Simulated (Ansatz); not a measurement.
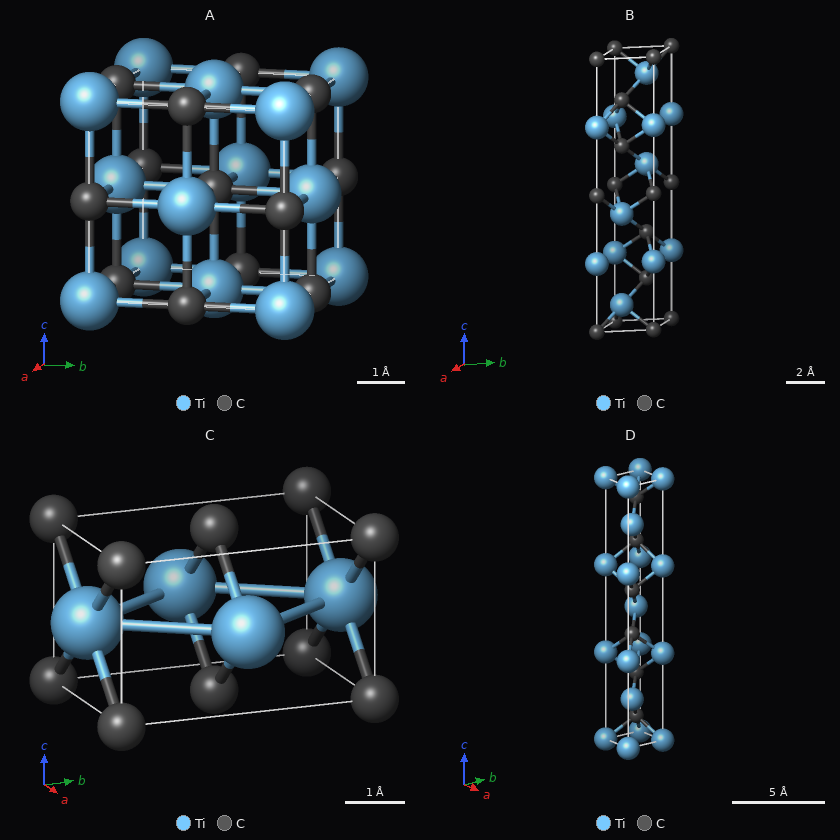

Four structures of TiC, each relaxed to rest (conventional cells in solid outline, small ones repeated, each panel with its own scale). Method: DFT PBE, scalar-relativistic, plane waves, PAW in Ansatz, without spin polarisation.

**Give the type and space group of each panel.**

A: rock salt (NaCl type), Fm-3m; B: 12 atoms a cell on a primitive hexagonal lattice, P6_3/mmc; C: 4 atoms a cell on a base-centred orthorhombic lattice, Cmmm; D: 12 atoms a cell on a primitive hexagonal lattice, P-6m2.

**Which of these is lowest in energy, and how far above it do the others lie?**

A, then B (+70 meV/atom), D (+118 meV/atom) and C (+758 meV/atom), energies at zero smearing.

**Collect the results in a table.**

| panel | structure | E − E(lowest) (meV/atom) | volume (Å³/atom) | gap (eV) |
| --- | --- | --- | --- | --- |
| A | Fm-3m | 0 | 10.2 | metal |
| B | P6_3/mmc | 70 | 10.2 | metal |
| D | P-6m2 | 118 | 10.2 | metal |
| C | Cmmm | 758 | 10.7 | metal |

Some of these may be structure types tried for this composition rather than known phases, and the most stable form need not be among them. Gaps are taken on the k-mesh or band path of each run.
